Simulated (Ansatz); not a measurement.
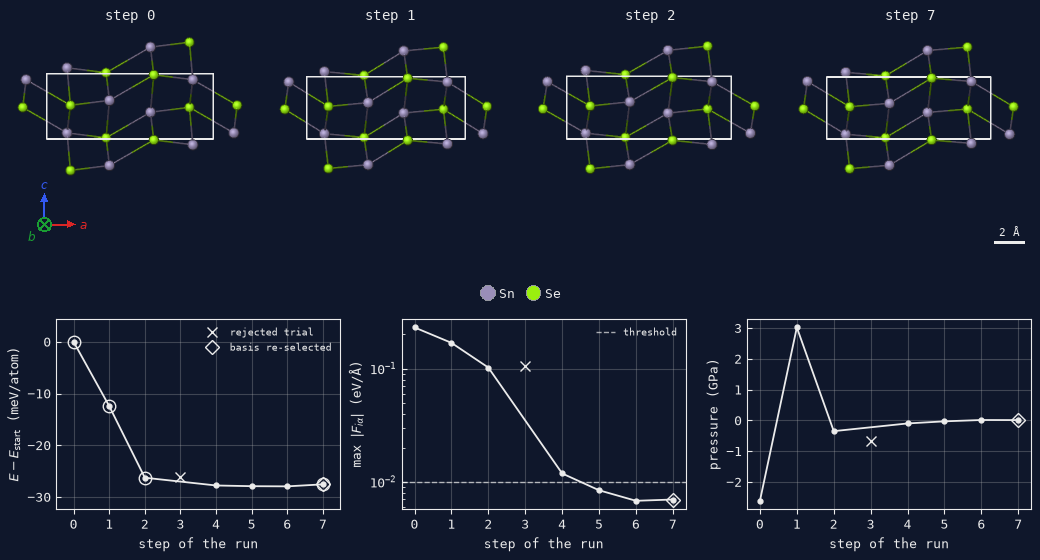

Frames of a relaxation of crystalline SnSe (set up in Pnma), marked on the history of the run. The picture is a ball-and-stick view of the cell of the calculation, seen along the b axis.

The run lets cell and atoms move.

The calculation used Ansatz 0.2.0, Kohn-Sham DFT of a periodic cell, PBEsol with D3(BJ), Ansatz PAW.

Input file:
```yaml
crystal:
  lattice:
    - [11.42, 0.0, 0.0]
    - [0.0, 4.19, 0.0]
    - [0.0, 0.0, 4.46]
  atoms:
    - { symbol: Sn, position: [0.877, 0.75, 0.909] }
    - { symbol: Sn, position: [0.623, 0.25, 0.409] }
    - { symbol: Sn, position: [0.377, 0.75, 0.591] }
    - { symbol: Sn, position: [0.123, 0.25, 0.091] }
    - { symbol: Se, position: [0.643, 0.75, 0.984] }
    - { symbol: Se, position: [0.857, 0.25, 0.484] }
    - { symbol: Se, position: [0.143, 0.75, 0.516] }
    - { symbol: Se, position: [0.357, 0.25, 0.016] }
hamiltonian:
  xc: pbesol
  pseudopotentials: { kind: paw }
  dispersion: d3bj
kpoints:
  mp_grid: { grid: [3, 6, 6] }
scf:
  occupations: { method: fermi_dirac, width: 0.05 }
output:
  forces: true
  stress: true
relax:
  f_tol: 0.01
  max_steps: 40
  cell: { stress_tol: 0.05 }
```

Launched with:
```bash
ansatz run input.yaml --threads 2 --pin off --max-ram 5120MiB --backend cpu --events-out ev --progress --plain --runs-dir out
```

### What happens along the run?

The largest moves relative to the cell, 0.10 Å, are those of Sn atoms. By element the largest moves are Sn 0.10 Å, Se 0.03 Å. The drawn cell changes as follows: a 11.420 → 11.230 Å (−1.7 %), b 4.190 → 4.110 Å (−1.9 %), c 4.460 → 4.243 Å (−4.9 %); the volume changes by −8.2 %. Near-neighbour distances that change, for instance: Se–Sn 3.319 → 3.138 Å, Se–Sn 3.507 → 3.370 Å, Se–Sn 2.693 → 2.732 Å, Se–Sn 2.834 → 2.803 Å. Bond angles that change, for instance: Se–Sn–Se 90.2° → 87.8°. The space group stays Pnma (No. 62). After 5 accepted moves (7 points after the start) the energy has fallen by 27.5 meV per atom. The largest force component goes from 0.23 to 0.007 eV/Å. Pressure: −2.61 GPa at the start and 0.01 GPa at the end. The line search rejected the trial step at point 3 of the run. The SCF was repeated once at an unchanged geometry on a basis and grid sized afresh for the cell, which shifted the energy by 0.4 meV per atom at most. From step 0 to 1: Sn atoms move most (0.12 Å), volume −12.9 %, energy −12.4 meV per atom. From step 1 to 2: Se atoms move most (0.07 Å), volume +7.0 %, energy −13.8 meV per atom. From step 2 to 7: Sn atoms move most (0.07 Å), volume −1.6 %, energy −1.3 meV per atom.

| step | E − E(0), meV/atom | largest force component, eV/Å | pressure, GPa | volume, Å³/atom | note |
| --- | --- | --- | --- | --- | --- |
| 0 | 0.00 | 0.2308 | -2.61 | 26.676 |  |
| 1 | -12.42 | 0.1687 | 3.02 | 23.242 |  |
| 2 | -26.26 | 0.1020 | -0.35 | 24.874 |  |
| 3 | -26.11 | 0.1059 | -0.65 | 24.687 | rejected |
| 4 | -27.76 | 0.0118 | -0.10 | 24.570 |  |
| 5 | -27.90 | 0.0084 | -0.03 | 24.498 |  |
| 6 | -27.93 | 0.0068 | 0.02 | 24.478 |  |
| 7 | -27.54 | 0.0070 | 0.01 | 24.478 | same geometry, new basis |
